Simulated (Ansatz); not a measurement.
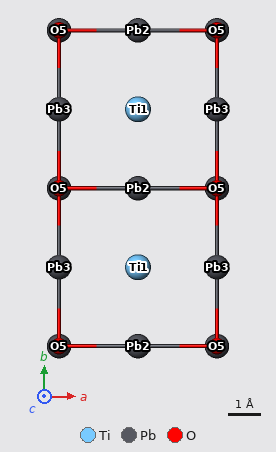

This is the input geometry for a relaxation of crystalline TiPb3O (a generated structure, set up in Pm-3m) (coarse preliminary run). Style: ball-and-stick. Shown: the cell of the calculation, repeated 1 × 2 × 1 with one cell outlined, along the c axis.

Theory: DFT PBE, scalar-relativistic, plane waves, PAW (Ansatz 0.2.0).

The input:
```yaml
crystal:
  lattice:
    - [5.07293636, 0.0, 0.0]
    - [0.0, 5.07293636, 0.0]
    - [0.0, 0.0, 5.07293636]
  atoms:
    - { symbol: Ti, position: [0.5, 0.5, 0.5], spin: 1.0 }
    - { symbol: Pb, position: [0.5, 0.0, 0.0] }
    - { symbol: Pb, position: [0.0, 0.5, 0.0] }
    - { symbol: Pb, position: [0.0, 0.0, 0.5] }
    - { symbol: O, position: [0.0, 0.0, 0.0] }
basis:
  ecutwfc: 420
kpoints:
  mp_grid: { grid: [4, 4, 4] }
hamiltonian:
  xc: pbe
scf:
  occupations: { method: gaussian, width: 0.1 }
  lower_state_search: "off"
output:
  forces: true
  stress: true
  eigenvalues: true
  populations: true
magnetization:
  spin_polarized: true
relax:
  adjacent_minimum: "off"
  f_tol: 0.04
  max_steps: 70
  cell: { stress_tol: 0.4 }
```

Run as
```bash
ansatz run input.yaml --threads 1 --pin off --max-ram 2560MiB --backend cpu --events-out ev --progress --plain --runs-dir out
```

Q: Predict the outcome.

A: Over 3 accepted moves (4 points after the start) the energy falls by 0.186 eV per cell of the calculation. All forces vanish by symmetry, so only the cell relaxes. The pressure goes from −4.20 to −0.11 GPa. The SCF was repeated once at an unchanged geometry on a basis and grid sized afresh for the cell, which shifted the energy by 5.1 meV per cell of the calculation at most. No atom moves by more than 0.005 Å relative to the cell. The drawn cell changes as follows: a = b = c 5.073 → 4.913 Å (−3.1 %); the volume changes by −9.2 %. Some distances before and after: Pb2–O5 2.536 → 2.457 Å. The space group stays Pm-3m (No. 221). The run may lie on a higher electronic state than the lowest, so the end point isn't shown to be the ground-state structure.

Step by step:

```json
{"step": "0", "E − E(0), meV/atom": "0.00", "pressure, GPa": "-4.20", "volume, Å³/atom": "26.110", "note": ""}
{"step": "1", "E − E(0), meV/atom": "-32.55", "pressure, GPa": "2.38", "volume, Å³/atom": "22.837", "note": ""}
{"step": "2", "E − E(0), meV/atom": "-37.64", "pressure, GPa": "-0.52", "volume, Å³/atom": "23.922", "note": ""}
{"step": "3", "E − E(0), meV/atom": "-38.13", "pressure, GPa": "-0.03", "volume, Å³/atom": "23.721", "note": ""}
{"step": "4", "E − E(0), meV/atom": "-37.11", "pressure, GPa": "-0.11", "volume, Å³/atom": "23.721", "note": "same geometry, new basis"}
```

Final geometry:

```xyz
5
Lattice="4.9132 0.0000 0.0000 0.0000 4.9132 0.0000 0.0000 0.0000 4.9132" Properties=species:S:1:pos:R:3 pbc="T T T"
Ti    2.4566    2.4566    2.4566
Pb    2.4566    4.9132    4.9132
Pb    4.9132    2.4566    4.9132
Pb    4.9132    4.9132    2.4566
O     4.9132    4.9132    4.9132
```

After the run, drawn alike:

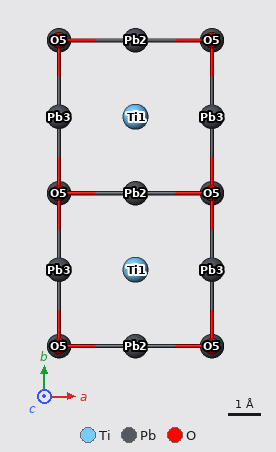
